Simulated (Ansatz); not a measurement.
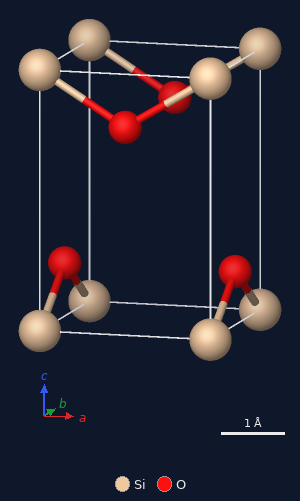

Normal modes of solid SiO₂ (a generated structure), space group P-4m2 (No. 115), at the zone centre. Style: ball-and-stick. Shown: the cell of the calculation, slightly off an axis.

All numbers below come from DFT PBE+D3(BJ), scalar-relativistic, plane waves, PAW in Ansatz. Settings: plane-wave cutoff 420 eV; k-point mesh 8 × 8 × 6; occupations fixed; no spin polarisation.

Frequencies are those without the non-analytic (LO–TO) term.

Give the spectrum at this point.

Answer. The calculation's cell holds 3 atoms, so there are 6 optical modes, in 4 levels. The optical modes span 2E + A₁ + B₂. No level is unstable.

```tsv
level	symmetry	frequency (cm⁻¹)	activity
1	E	382	infrared- and Raman-active
2	A₁	606	Raman-active
3	B₂	815	infrared- and Raman-active
4	E	891	infrared- and Raman-active
```

The modes drawn as arrows (one member of each degenerate set):

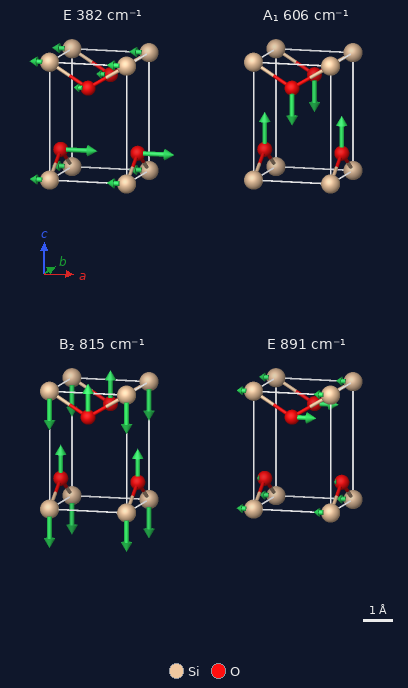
